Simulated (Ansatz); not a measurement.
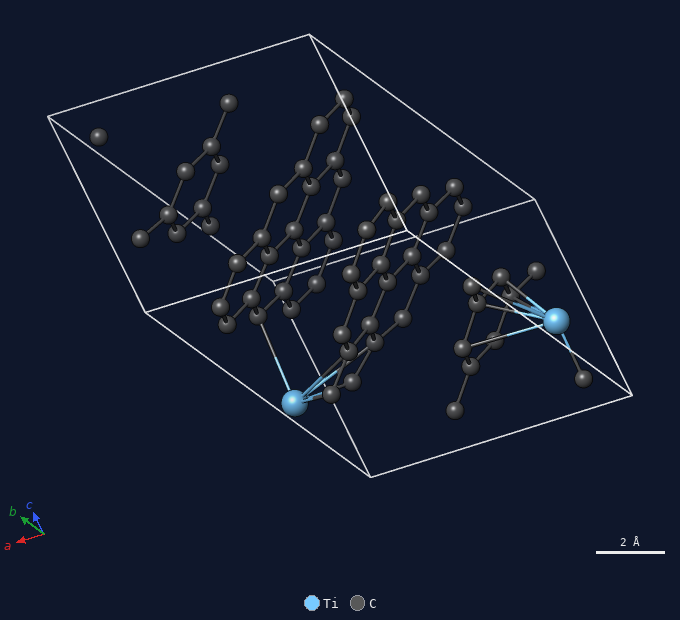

Figure 1. The structure as given in the input (ball-and-stick view of the cell of the calculation, seen at an oblique angle). An atom can appear more than once, as a periodic image.

# TiC$_{63}$: single-point calculation (part 1 of 3)

System: TiC$_{63}$ (defect cell, 64 atoms in the cell).
Method: DFT PBE, scalar-relativistic, plane waves, PAW, spin-polarised (Ansatz 0.2.0).

The structure derives from an entry of the Crystallography Open Database.

**What the program printed**
```
Engine: ansatz 0.2.0, aarch64-unknown-linux-gnu
Pseudopotentials: kind: paw
Pseudopotential: Ti, paw, valence charge 12, recommended cutoff 420 eV (normal), Ti.paw.azcp
Pseudopotential: C, paw, valence charge 4, recommended cutoff 420 eV (normal), C.paw.azcp
Functional definition: PBE
  parameter kappa = 0.804
  parameter beta = 0.06672455060314922
  exchange = pbe_x(kappa = kappa, mu = beta*pi^2/3)
  correlation = pbe_c(beta = beta)
Crystal: 64 atoms, lattice volume = 559.519 Å³
Basis set: ecut = 420 eV, 10931 PW (Γ), exchange–correlation on 120×120×120 points (8 copies of the dense FFT grid, shifted against one another)
Bands: 197, of which v1, the nominal top of the filled ones, is band 132 counted from 1 (131 counted from 0)
Symmetry: 1 space group operations
Space group: P1 (ITA 1), of the structure as read, at distance tolerance 8.2e-5 Å
Magnetic group: BNS 1.1 (UNI 1), of the structure as read, at distance tolerance 8.2e-5 Å
k-points: 14 of 27 (time reversal used)
Non-local potential: Ti, projectors of the file, l = 0: 3, l = 1: 2, l = 2: 3, l = 3: 1
Non-local potential: C, projectors of the file, l = 0: 2, l = 1: 2, l = 2: 1
PAW form: soft (Blöchl's): semilocal exchange-correlation on the pseudo side does not see the compensation charge
PAW one-centre angular grid: Ti, 590 points (default); XC on 64 Gauss nodes
PAW one-centre angular grid: C, 110 points (default); XC on 64 Gauss nodes
Initial density: superposition of atomic densities (chi_scale 0.1, normalization cell, long waves kept (reshape's long-wave potential 0.26 eV rms))
Starting moments: Σ|m| = 0.8 μB on 4 of 64 sites
Initial wavefunctions: pseudopotential atomic-orbital guess
Functional: x = pbe(κ = 0.804, μ = 0.2195149727645171), c = pbe(β = 0.06672455060314922)
SCF iter   1: F=—  HF=-18312.671693 eV  |F-HF|=—  |Δ(HF+E_count)|=         —  Δρ=6.72e-2 (↑6.60e-2 ↓6.72e-2)  dr2=9.25e1  dr2_m=5.45e-2  M=0.001 μB ∫|m|=0.080 μB  β_m=0.30  ethr=3.10e-3  ⟨swp⟩=6.0  Hψ=24513  notcnv=0  defer=1082
Mixer restart at iter 1: flushing history
preconditioner: auto → Resta (q_TF=auto, 2.407 Å⁻¹)  ε∞=3.5  [insulator: Δε(μ)=0.186 eV  Ē_g=15.783 eV  σ=0.050 eV  W_gap=0.99  n_scr=142 (ndim 8)  ℏωp=25.1 eV  f_vac=0.000  D(μ)=0.10/eV (n_scr^D=0)  ε∞_Penn≈3.5]
spin=Collinear: Resta preconditioning applied to the charge; magnetization (m = ρ↑ − ρ↓) channel mixes plain (no charge-response kernel on spin).
SCF iter   2: F=—  HF=-18306.845489 eV  |F-HF|=—  |Δ(HF+E_count)|=    5.83e0  Δρ=4.70e-2 (↑4.61e-2 ↓4.70e-2)  dr2=4.61e1  dr2_m=2.80e-2  M=0.000 μB ∫|m|=0.063 μB  β_m=0.64  ethr=3.10e-3  ⟨swp⟩=2.2  Hψ=10240  notcnv=0  defer=1615
SCF iter   3: F=—  HF=-18303.409664 eV  |F-HF|=—  |Δ(HF+E_count)|=    3.44e0  Δρ=6.41e-3 (↑6.36e-3 ↓6.41e-3)  dr2=1.39e0  dr2_m=1.55e-4  M=0.000 μB ∫|m|=0.031 μB  β_m=0.63  ethr=3.10e-3  ⟨swp⟩=3.0  Hψ=9701  notcnv=0  defer=1623
SCF iter   4: F=—  HF=-18303.189797 eV  |F-HF|=—  |Δ(HF+E_count)|=   2.20e-1  Δρ=3.18e-3 (↑3.18e-3 ↓3.15e-3)  dr2=1.79e-1  dr2_m=3.67e-5  M=0.000 μB ∫|m|=0.009 μB  β_m=0.73  ethr=5.26e-4  ⟨swp⟩=3.4  Hψ=10293  notcnv=0  defer=1638
SCF iter   5: F=—  HF=-18303.308484 eV  |F-HF|=—  |Δ(HF+E_count)|=   1.19e-1  Δρ=9.63e-4 (↑9.63e-4 ↓9.61e-4)  dr2=2.23e-2  dr2_m=4.23e-6  M=0.000 μB ∫|m|=0.004 μB  β_m=0.84  ethr=6.79e-5  ⟨swp⟩=2.0  Hψ=9426  notcnv=0  defer=1638
SCF iter   6: F=—  HF=-18303.328307 eV  |F-HF|=—  |Δ(HF+E_count)|=   1.98e-2  Δρ=2.64e-4 (↑2.64e-4 ↓2.61e-4)  dr2=1.97e-3  dr2_m=8.40e-8  M=0.000 μB ∫|m|=0.001 μB  β_m=0.91  ethr=8.44e-6  ⟨swp⟩=2.0  Hψ=7460  notcnv=0  defer=1638
SCF iter   7: F=—  HF=-18303.329880 eV  |F-HF|=—  |Δ(HF+E_count)|=   1.57e-3  Δρ=1.30e-4 (↑1.29e-4 ↓1.30e-4)  dr2=5.32e-4  dr2_m=1.21e-8  M=0.000 μB ∫|m|=0.001 μB  β_m=0.85  ethr=7.46e-7  ⟨swp⟩=2.0  Hψ=9085  notcnv=0  defer=1638
SCF iter   8: F=—  HF=-18303.329928 eV  |F-HF|=—  |Δ(HF+E_count)|=   4.83e-5  Δρ=2.84e-5 (↑2.84e-5 ↓2.78e-5)  dr2=1.75e-5  dr2_m=3.72e-9  M=0.000 μB ∫|m|=0.000 μB  β_m=0.84  ethr=2.01e-7  ⟨swp⟩=2.0  Hψ=9180  notcnv=0  defer=1638
SCF iter   9: F=—  HF=-18303.329934 eV  |F-HF|=—  |Δ(HF+E_count)|=   6.03e-6  Δρ=1.17e-5 (↑1.15e-5 ↓1.17e-5)  dr2=3.56e-6  dr2_m=7.79e-10  M=0.000 μB ∫|m|=0.000 μB  β_m=0.83  ethr=6.62e-9  ⟨swp⟩=2.0  Hψ=9061  notcnv=0  defer=1638
SCF iter  10: F=—  HF=-18303.329936 eV  |F-HF|=—  |Δ(HF+E_count)|=   1.42e-6  Δρ=4.11e-6 (↑4.11e-6 ↓4.01e-6)  dr2=3.82e-7  dr2_m=2.14e-10  M=0.000 μB ∫|m|=0.000 μB  β_m=0.83  ethr=1.35e-9  ⟨swp⟩=2.0  Hψ=9180  notcnv=0  defer=1638
SCF iter  11: F=—  HF=-18303.329936 eV  |F-HF|=—  |Δ(HF+E_count)|=   1.38e-7  Δρ=1.04e-6 (↑9.82e-7 ↓1.04e-6)  dr2=2.57e-8  dr2_m=5.09e-11  M=0.000 μB ∫|m|=0.000 μB  β_m=0.87  ethr=1.45e-10  ⟨swp⟩=2.0  Hψ=9212  notcnv=0  defer=1638
SCF iter  12: F=-18303.329936 eV  HF=-18303.329936 eV  |F-HF|=4.80e-10  |Δ(HF+E_count)|=   2.10e-8  Δρ=3.74e-7 (↑3.74e-7 ↓3.56e-7)  dr2=4.94e-9  dr2_m=1.49e-11  M=0.000 μB ∫|m|=0.000 μB  ethr=9.73e-12  ⟨swp⟩=22.1  Hψ=44774  notcnv=0
SCF 1 converged in 12 iterations: F = -18303.329936 eV  dr2 = 4.94e-9
  greatest PAW one-centre occupation: 0.999 electrons in one spin orbital (limit 2), on the Ti atom at site 0 (counted from 0), in its partial waves of l = 0
```

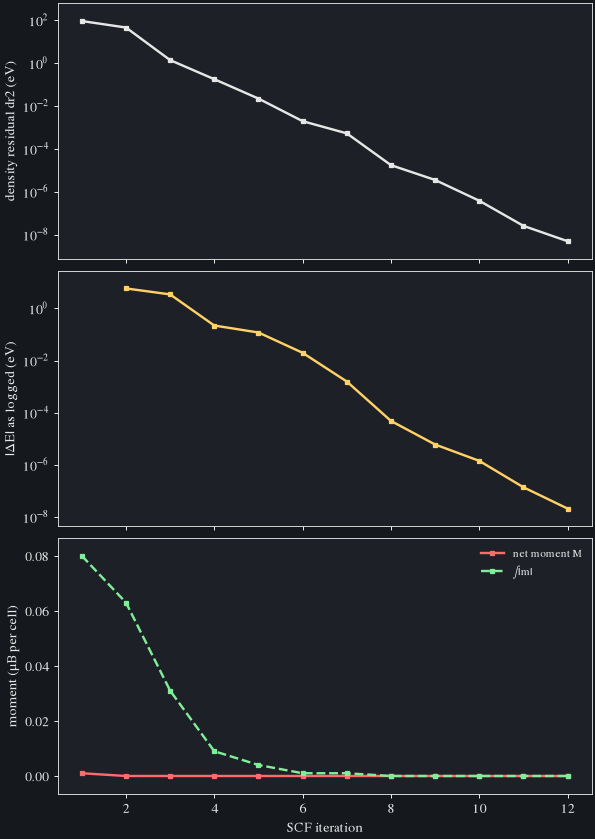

Figure 2. Convergence of the self-consistent field: density residual dr2, size of the energy change and magnetic moment against the SCF iteration. The residual falls at every step. The net moment stays at 0.0 μB per cell, and ∫|m| falls to zero.

```
WARN: the starting moments were not kept: the SCF closed with an absolute magnetisation of 3.1e-5 μB, where they sum to 0.8 μB in size (4 sites). That is at most 0.1 of that sum. Measured as dr2_m measures the in/out step, that magnetisation stands 1.9e-11 eV from none, at or under the dr2_threshold of 1.0e-7 eV: it is no larger than a step whose dr2_m would equal this threshold. The system may hold no moment; this SCF shows only that its start led to no more than that. To try another start: raise the starting moments (crystal.atoms[].spin, magnetization.per_species, magnetization.initial_magnetization, or on a non-collinear deck that types none of these the spinor_matrix: blocks that start its atoms; where the total moment is fixed, keep their sum and leave initial_magnetization as it is; typed ones take the place of any that the run laid by itself, positive ones on a crystal's lanthanoids without a Hubbard term where scf.initial_density.shell_occupations: [] is typed) or, if the notice of its spin-set hold's release reads "site moments contracting" or "site moments show no strong build", lengthen the hold (scf.mixing.spin_hold: { on: { confirm: 4 } }; for m-r²SCAN on two components see the key's manual first). Each may lead to a state that holds a moment. A second SCF, from the converged charge density, with the starting moments and any scf.initial_density.shell_occupations laid on it anew, would have followed, and was not run: the deck does not ask for one (magnetization.retry_lost_moments is false, the default). To let it run, set magnetization.retry_lost_moments: true and run the deck again, where that key's refused combinations let it; where memory then withholds it, that run's warning says so.
SCF converged after 12 iterations
Magnetization: 0.0000 μB (132.0000 up, 132.0000 down)
Absolute magnetization: 0.0000 μB (∫|ρ↑−ρ↓|, with the PAW one-centre terms)
Spin contamination: 0.0000 ħ² per cell (⟨S²⟩ above its minimum at these occupations)
Per-site moments (μB) at R_I (Å): [(-1.542475795197213e-7, 0.7794460147470059), (-1.1599434263986919e-7, 0.5838540501817904), (-3.159008425203499e-7, 0.5722449995866112), (-1.1528194670256351e-7, 0.5839282331725675), (-3.6637460545620294e-7, 0.5809027043990499), (-1.0724999526417897e-7, 0.5844575436451481), (-1.237902896055754e-7, 0.5840656987550912), (-9.462951732557747e-8, 0.5875357335674221), (-4.3186644234285715e-7, 0.579353238771944), (-1.2099644504003232e-7, 0.5841902831699746), (-1.05819770808987e-7, 0.5845516988371957), (-4.1085885929897114e-7, 0.5810204422970481), (-1.1948165780148823e-7, 0.5839071177720889), (-3.6653546348744285e-7, 0.5811285423190982), (-4.5141418542123613e-7, 0.5815941794808797), (-1.255114490786174e-7, 0.5841881566643812), (-4.5112190463859e-7, 0.5815317576369382), (-1.2170747243803082e-7, 0.5845021828110586), (-2.572066587955485e-7, 0.5777627651958743), (-3.1929066374318895e-7, 0.5722249427335412), (-4.1100183180579445e-7, 0.5810742532679661), (-1.2030777056272764e-7, 0.5838715914594902), (-4.101086827488886e-7, 0.5844757577318842), (-1.1344071115883927e-7, 0.5845124767464084), (-4.389144051414726e-7, 0.5839578313587039), (-2.5794248769598946e-7, 0.5778126689705588), (-1.2463256327911433e-7, 0.5843734908575761), (-4.2365063514657814e-7, 0.5825621604916378), (-1.2100312089614633e-7, 0.5845492247837587), (-1.2582522955868804e-7, 0.5840571104860944), (-1.2394972580356465e-7, 0.58443222611408), (-4.259216297716705e-7, 0.5827008793855158), (1.1201362088608557e-7, 0.5838540501817904), (1.7221539943606e-7, 0.5722449995866112), (2.8174146493499705e-7, 0.5809027043990499), (1.7748562096981448e-7, 0.5722249427335412), (1.0214483561767293e-7, 0.584991804893044), (4.109067085407554e-7, 0.579353238771944), (1.1150409431767554e-7, 0.5839282331725675), (1.0500417913036742e-7, 0.5838715914594902), (4.1165284215121147e-7, 0.5810204422970481), (1.0481463695330405e-7, 0.5839071177720889), (4.563105804197374e-7, 0.5837754508495867), (1.1811588904303983e-7, 0.5841881566643812), (1.1243788826927256e-7, 0.5840656987550912), (1.011977673536837e-7, 0.58497595028577), (4.1552194672586157e-7, 0.5793928001958366), (8.024009133764658e-8, 0.5877908980138051), (4.0645481923489394e-7, 0.5843240790627425), (1.1385305060368007e-7, 0.5841902831699746), (1.1843764529132592e-7, 0.5840571104860944), (4.2035168763876555e-7, 0.5846217627872051), (1.0419229198934096e-7, 0.5846049952121685), (4.5395205472903443e-7, 0.5837422778190957), (4.3292363810668073e-7, 0.5815941794808797), (1.1898932412411259e-7, 0.5843734908575761), (4.316455418077614e-7, 0.5815317576369382), (4.1192596596089486e-7, 0.5810742532679661), (4.2024430762145935e-7, 0.5846078100717336), (1.050230552520282e-7, 0.5845646716518905), (3.1473525753816103e-7, 0.5844757577318842), (1.1469041003059308e-7, 0.5845124767464084), (4.3140785905953227e-7, 0.5825621604916378), (1.177844793505456e-7, 0.58443222611408)]
Free energy (F): -18303.329936 eV
Harris-Foulkes:  -18303.329936 eV  (|F-HF|=4.80e-10)
Internal energy: -18303.329936 eV  (E = F + TS)
E sigma→0 (E₀):  -18303.329936 eV
Fermi energy:    7.462519 eV
--- Per-component energies (eV) ---
  E_band       = -653.342250
  E_kinetic    = 6038.229908
  E_local      = -10774.374908  (includes V_loc(G=0)·N_el)
  E_nonlocal   = 1736.392388
  E_hartree    = 3415.873804
  E_xc         = -3132.877453
  E_vxc        = -3881.289024  (∫ρ·V_xc dr)
  E_paw        = -7309.677517  (= ΣΔE_a)
  E_vpaw       = -604.047800  (= ΣTr[D̂ρ^β])
  E_aug_tail   = 0.000615  (compensation charges beyond the density's cutoff)
  E_ewald      = -8276.896772
  E_smearing   = -0.000000  (= −TS)
  E_closure    = 0.000000  (closes the sum)
  Σ components = -18303.329936   (vs F -18303.329936, Δ=0.00e0)
--- Forces (eV/Å), atoms counted from 1 ---
  atom   1  Ti     0.00315930     0.00422502     0.02098672
  atom   2  C      0.00155482     0.00118225     0.00171686
  atom   3  C      0.00994795     0.00119662    -0.00292533
  atom   4  C     -0.00007583    -0.00413496     0.00075803
  atom   5  C      0.00916165     0.00994631    -0.00510828
  atom   6  C      0.00389042     0.00091746     0.00191334
  atom   7  C     -0.00298660     0.00024193     0.00509367
  atom   8  C      0.00761438    -0.00290328    -0.00256618
  atom   9  C      0.00508890     0.00484571    -0.00488186
  atom  10  C      0.00077313     0.00144192    -0.00348842
  atom  11  C      0.00078211    -0.00242856    -0.01221277
  atom  12  C     -0.00362671    -0.00143110     0.00628598
  atom  13  C     -0.00038157     0.00178726    -0.00102073
  atom  14  C      0.00648636     0.01076953    -0.00447696
  atom  15  C      0.00586314    -0.00050942    -0.00105615
  atom  16  C     -0.00320495    -0.00296356    -0.00358900
  atom  17  C     -0.00289522    -0.00114234     0.00048724
  atom  18  C     -0.00146724     0.00061001    -0.00048148
  atom  19  C     -0.00353294     0.01182513    -0.00572729
  atom  20  C     -0.00695987     0.00824831    -0.00444043
  atom  21  C      0.00132112    -0.00124727     0.00621216
  atom  22  C     -0.00225558     0.00048745     0.00472557
  atom  23  C      0.00130301    -0.00377147     0.00423615
  atom  24  C     -0.00339746    -0.00205305    -0.00096086
  atom  25  C     -0.00125570    -0.00211960    -0.00153576
  atom  26  C     -0.00166799    -0.00221383    -0.00127748
  atom  27  C      0.00067374     0.00114657     0.00137339
  atom  28  C     -0.00671622     0.00439678     0.00196638
  atom  29  C     -0.00609759    -0.00270496    -0.00177306
  atom  30  C     -0.00410056     0.00058257     0.00167638
  atom  31  C     -0.00349878     0.00578586     0.00095639
  atom  32  C      0.00008313     0.00084461    -0.00339125
  atom  33  C     -0.00257964     0.00048570     0.00282535
  atom  34  C     -0.00684719     0.01860218    -0.00323315
  atom  35  C     -0.01735043    -0.02418072     0.00559968
  atom  36  C      0.00298100    -0.00633731     0.00834501
  atom  37  C      0.00522840     0.00583352    -0.00927545
  atom  38  C     -0.00840466    -0.00552188    -0.00418990
  atom  39  C     -0.00581506    -0.00061547     0.00290579
  atom  40  C     -0.00242711    -0.00047834     0.00102176
  atom  41  C      0.00863721    -0.00520071     0.00096855
  atom  42  C     -0.00438623     0.00352843    -0.00252773
  atom  43  C     -0.00048344    -0.00454854    -0.00434738
  atom  44  C      0.00240627    -0.00168244     0.00226458
  atom  45  C     -0.00392322    -0.00368322    -0.00275940
  atom  46  C     -0.00341654    -0.00330799     0.00161371
  atom  47  C      0.00702959    -0.00125369     0.00714316
  atom  48  C      0.00974478    -0.00316474    -0.01628656
  atom  49  C      0.00350053    -0.00221004     0.00448518
  atom  50  C     -0.00298660     0.00096573     0.00171463
  atom  51  C      0.00023282     0.00112058     0.00247010
  atom  52  C     -0.00242653     0.00067009     0.00936289
  atom  53  C     -0.00090467    -0.00197719    -0.00567969
  atom  54  C      0.00617011    -0.00675687     0.00582726
  atom  55  C      0.00295148    -0.00154435     0.00038291
  atom  56  C     -0.00099632    -0.00157873    -0.00253195
  atom  57  C      0.00718755    -0.00337231    -0.00269048
  atom  58  C     -0.00594726    -0.00437869    -0.00625384
  atom  59  C      0.00729061     0.00138707     0.00370410
  atom  60  C     -0.00388174     0.00283004     0.00245984
  atom  61  C     -0.00179126     0.00160073    -0.00017520
  atom  62  C      0.00021860    -0.00009824     0.00085675
  atom  63  C      0.00787751     0.00042830    -0.00094207
  atom  64  C     -0.00047106     0.00356267    -0.00042469
  max |Σ_I F_I| component: 1.09e-4 eV/Å
--- Band table (eV; the first three rows and the last of 28) ---
  k-point 0 ↑: bands = ["-49.0767", "-25.6635", "-25.5458", "-25.2305", "-12.4212", "-11.8472", "-11.0659", "-10.9391", "-10.9275", "-10.8316", "-10.8214", "-10.7782", "-10.5790", "-10.5715", "-10.5407", "-10.3771", "-10.3711", "-9.4222", "-8.1239", "-8.0955", "-8.0806", "-8.0610", "-8.0328", "-8.0260", "-7.6968", "-7.6617", "-7.6338", "-7.4429", "-7.4318", "-7.1681", "-7.0571", "-7.0477", "-7.0393", "-6.6032", "-6.5915", "-6.0644", "-6.0583", "-6.0515", "-5.9302", "-5.4063",
      "-5.3609", "-4.2441", "-3.3402", "-3.3341", "-3.3174", "-3.3115", "-3.2515", "-3.2459", "-3.0204", "-3.0088", "-2.9215", "-2.5891", "-2.5708", "-1.8325", "-1.8279", "-1.7246", "-1.7225", "-1.7195", "-1.7153", "-1.6251", "-1.4669", "-1.4249", "-1.3566", "-1.2264", "-0.8228", "-0.7622", "-0.5643", "-0.2207", "-0.2187", "-0.2102", "-0.1649", "-0.1576", "-0.1394", "0.1493", "0.1827", "0.2150", "0.5718", "0.6409", "0.6852", "0.8123",
      "0.8164", "0.8187", "0.8489", "0.9207", "0.9306", "0.9954", "1.0590", "1.2106", "1.2847", "1.6118", "1.6760", "1.8323", "1.8450", "1.9191", "1.9818", "2.0261", "2.1712", "2.1737", "2.1770", "2.2256", "2.2277", "2.2579", "2.5182", "2.5232", "2.5807", "2.5864", "2.6107", "3.7927", "3.8185", "3.8456", "3.9478", "3.9623", "3.9680", "4.0731", "4.0838", "4.2417", "4.2489", "4.3793", "4.5877", "4.6021",
      "4.6816", "5.1015", "5.2207", "5.3299", "5.3986", "5.4358", "5.4630", "5.4766", "5.5410", "6.3539", "6.4675", "6.9369", "8.3864", "8.6589", "8.6837", "8.9206", "9.0743", "9.4897", "9.5071", "9.6540", "9.7709", "9.9166", "9.9696", "9.9972", "10.0371", "10.1442", "10.4162", "10.5871", "10.6041", "10.7149", "10.8513", "11.0067", "11.7407", "11.9292", "12.0076", "13.0712", "14.1377", "14.1737", "14.2364", "14.3255",
      "14.3464", "14.4280", "14.5892", "14.6335", "14.6441", "14.6887", "14.7048", "14.7264", "14.8316", "14.8698", "14.8995", "15.0537", "15.0771", "15.1069", "15.2210", "15.2738", "15.3060", "15.3208", "15.3608", "15.4572", "15.4747", "15.4886", "15.5424", "15.5857", "15.6686", "15.7116", "15.7179", "15.8420", "15.8894", "16.0393", "16.0778", "16.1215", "16.6951", "16.8444", "16.9775", "17.0049", "17.0618"]
```
